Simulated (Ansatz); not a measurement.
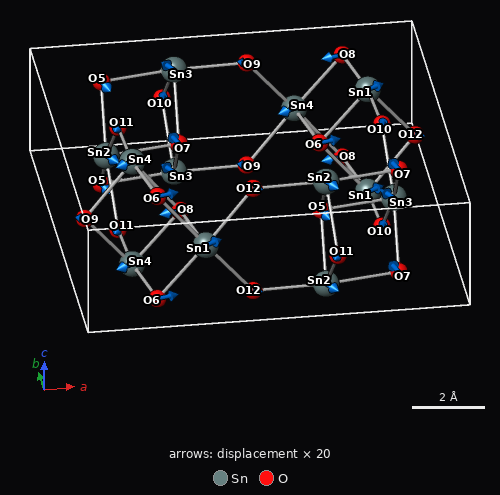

This is a relaxation of crystalline SnO2 (set up in I4/m). The starting structure is drawn; blue arrows show the displacements, 20 times their true length.

The picture is a ball-and-stick view of the conventional cell (2 times the calculation's cell), seen from a free direction. Lengths and directions refer to the drawn axes.

The run lets the atoms move in a fixed cell.

Computed with Ansatz, Kohn-Sham DFT of a periodic cell, PBE, Ansatz PAW.

Input
```yaml
crystal:
  lattice:
    - [-5.37331, 5.37331, 1.616233]
    - [5.37331, -5.37331, 1.616233]
    - [5.37331, 5.37331, -1.616233]
  atoms:
    - { symbol: Sn, position: [0.3510765, 0.8310675, 0.182144] }
    - { symbol: Sn, position: [0.8310675, 0.6489235, 0.479991] }
    - { symbol: Sn, position: [0.1689325, 0.3510765, 0.520009] }
    - { symbol: Sn, position: [0.6489235, 0.1689325, 0.817856] }
    - { symbol: O, position: [0.2056015, 0.1549285, 0.36053] }
    - { symbol: O, position: [0.8450715, 0.2056015, 0.050673] }
    - { symbol: O, position: [0.7943985, 0.8450715, 0.63947] }
    - { symbol: O, position: [0.1549285, 0.7943985, 0.949327] }
    - { symbol: O, position: [0.1610445, 0.5429605, 0.704005] }
    - { symbol: O, position: [0.5429605, 0.8389555, 0.381916] }
    - { symbol: O, position: [0.4570395, 0.1610445, 0.618084] }
    - { symbol: O, position: [0.8389555, 0.4570395, 0.295995] }
hamiltonian:
  xc: pbe
  pseudopotentials: { kind: paw }
kpoints:
  mp_grid: { grid: [7, 7, 7] }
scf:
  occupations: { method: fermi_dirac, width: 0.05 }
output:
  forces: true
  stress: true
  eigenvalues: true
relax:
  f_tol: 0.01
  max_steps: 40
```

Launched with:
```bash
ansatz run input.yaml --threads 4 --pin off --max-ram 11264MiB --backend cpu --events-out ev --progress --plain --runs-dir out
```

What happened in the run?

The largest moves, 0.034 Å, are those of O5, O6, O7 and O8. O8 goes along [−3 −1 0]. By element the largest moves are O 0.034 Å, Sn 0.031 Å. The cell stays as it was. Near-neighbour distances that change, for instance: Sn1–O8 2.144 → 2.132 Å, Sn1–O12 2.112 → 2.103 Å. Bond angles that change, for instance: O8–Sn1–O10 171.8° → 169.5°. The space group stays I4/m (No. 87). The energy falls by 1.7 meV per atom in 4 accepted moves (5 points after the start). Largest force component: 0.19 eV/Å at the start, 0.0054 eV/Å at the end. 1 step only repeated the SCF at the same geometry.
